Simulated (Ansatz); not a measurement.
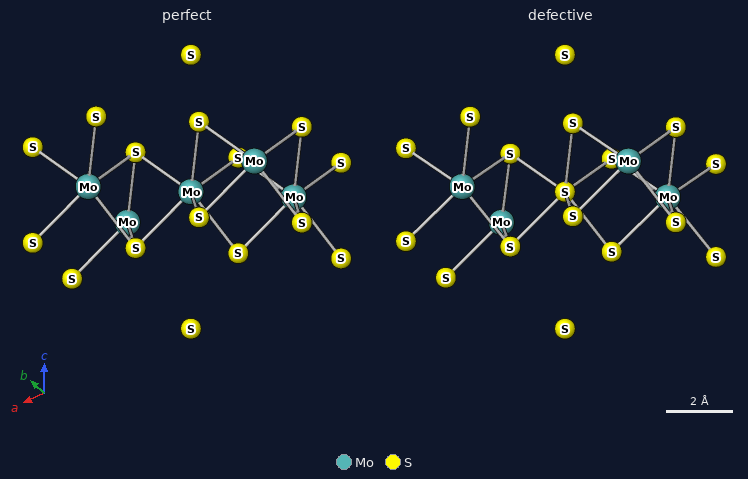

Left: perfect MoS2. Right: the same region with one point defect, after relaxing the atoms in a supercell of 24 sites. The picture is a ball-and-stick view of the atoms within 5.1 Å of one point, in a slice 5.0 Å thick across the line of sight, seen from a free direction.

Level of theory: Ansatz 0.2.0, DFT PBE+D3(BJ), scalar-relativistic, plane waves, PAW. Set-up: plane-wave cutoff 420 eV; k-point mesh 3 × 3 × 2; occupations gaussian; smearing width 0.01 eV; mesh shifted by (0, 0, 0.5); no spin polarisation. The cell is small and the k-mesh coarse, so the numbers are rough. The axes drawn are those of the host's conventional cell.

**What kind of defect was made?**

A molybdenum atom is replaced by sulfur.

The charge state of the cell is 0.

**What does the relaxation do around it?**

In the host the Mo atom has 6 S at 2.40 Å; the S atom ends with 6 S at 2.35 Å. Of the host's atoms, a sulfur atom moves furthest from its site, by 0.05 Å. Relaxing the atoms from the host's sites lowers the energy by 0.11 eV. At a tolerance of 0.02 Å the relaxed supercell has space group P-6m2.
